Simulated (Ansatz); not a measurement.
System: PbO$_{2}$.

Input

```
crystal:
  lattice:
    - [0.0, 2.701992, 2.701992]
    - [2.701992, 0.0, 2.701992]
    - [2.701992, 2.701992, 0.0]
  atoms:
    - { symbol: Pb, position: [-0.003892, 0.001979, 0.005363] }
    - { symbol: O, position: [0.74542, 0.746861, 0.741954] }
    - { symbol: O, position: [0.237996, 0.27224, 0.241215] }
hamiltonian:
  xc: pbe
  pseudopotentials: { kind: paw }
kpoints:
  mp_grid: { grid: [9, 9, 9] }
scf:
  occupations: { method: fermi_dirac, width: 0.05 }
output:
  forces: true
  stress: true
  eigenvalues: true
  write_density: true
  write_potential: true
  elf: true
  volumetric_format: npy
```

Run with:

```sh
ansatz run input.yaml --threads 2 --pin off --max-ram 5120MiB --backend cpu --events-out ev --progress --plain --runs-dir out
```

Below, planes, directions and counts refer to the conventional cell (a = 3.82 Å, b = 3.82 Å, c = 3.82 Å, α = 60.00°, β = 60.00°, γ = 60.00°).

Space group P1; a structure from a database of computed crystals, not necessarily the ambient phase; changed on purpose from its base cell (atoms moved at random by about 0.05 A); not relaxed (largest force 0.5 eV/Å).

The calculation used Kohn-Sham DFT of a periodic cell, PBE, Ansatz PAW in Ansatz.

Question: What can the converged valence pseudo-density and electron localisation function tell about the bonding?

Answer: Pb–O (2.28 Å): ρ is about 0.5 e/Å³ halfway; the ELF peaks at about 0.85 in the valence shell of O, 0.6 Å from its nucleus, and drops to about 0.20 between the two atoms.
Pb–O (2.30 Å): ρ is about 0.48 e/Å³ halfway; the ELF peaks at about 0.85 in the valence shell of O, 0.6 Å from its nucleus, and drops to about 0.20 between the two atoms.
Pb–O (2.38 Å): ρ is about 0.41 e/Å³ halfway; the ELF peaks at about 0.85 in the valence shell of O, 0.6 Å from its nucleus, and drops to about 0.20 between the two atoms.

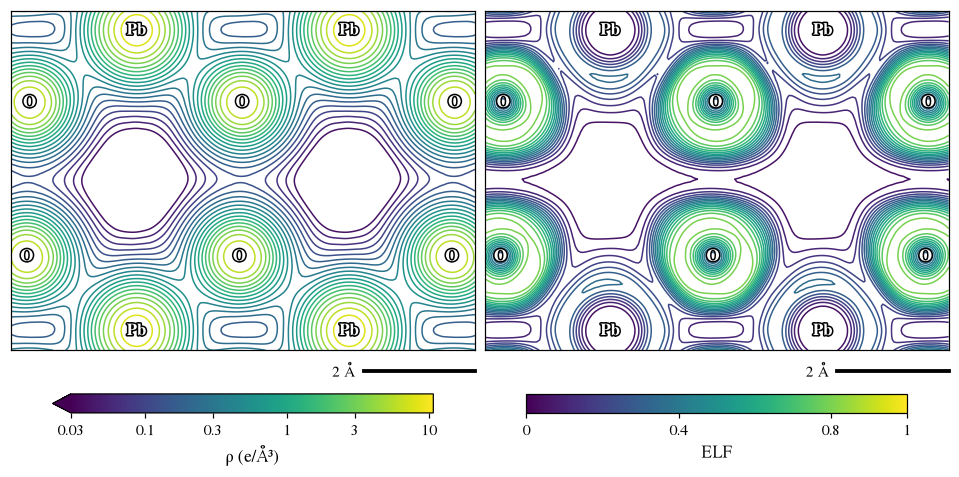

Computed valence pseudo-density and electron localisation function on the (11̄0) plane of the conventional cell, in this order. 
